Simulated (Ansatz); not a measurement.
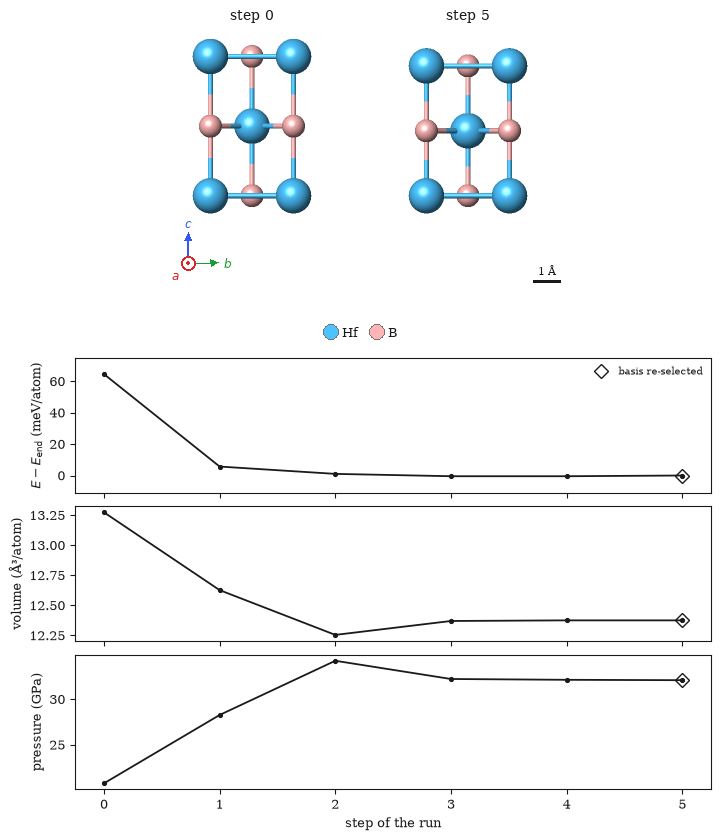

First and last geometry of a relaxation of solid HfB (set up in I4/mmm), with the history of the run. The picture is a ball-and-stick view of the conventional cell (2 times the calculation's cell), seen along the a axis. Lengths and directions refer to the drawn axes.

Case: film's bulk on the substrate's plane, third vector and atoms relaxed.

Method: DFT PBE, scalar-relativistic, plane waves, PAW (Ansatz). Set-up: plane-wave cutoff 420 eV; k-point mesh 11 × 11 × 13; occupations gaussian; smearing width 0.1 eV; no spin polarisation; cell relaxed at fixed a, b, gamma; force threshold 0.01 eV/Å; at most 50 steps.

Question: Read the history and describe the run.

Answer: It converged. The energy falls by 64.6 meV per atom in 4 accepted moves (5 points after the start). All forces vanish by symmetry, so only the cell relaxes. Pressure: 20.77 GPa at the start and 32.09 GPa at the end. The SCF was repeated once at an unchanged geometry on a basis and grid sized afresh for the cell, which shifted the energy by 0.5 meV per atom at most. The atoms keep their places relative to the cell (all moves are under 0.005 Å). The drawn cell changes as follows: a = b unchanged at 3.164 Å, c 5.302 → 4.943 Å (−6.8 %); the volume changes by −6.8 %. Near-neighbour distances that change, for instance: B–Hf 2.651 → 2.472 Å, Hf–Hf 3.469 → 3.334 Å. The space group stays I4/mmm (No. 139).

```tsv
step	E − E(0), meV/atom	pressure, GPa	volume, Å³/atom	note
0	0.00	20.77	13.274	
1	-58.89	28.27	12.627	
2	-63.57	34.22	12.255	
3	-65.06	32.22	12.370	
4	-65.07	32.13	12.375	
5	-64.60	32.09	12.375	same geometry, new basis
```
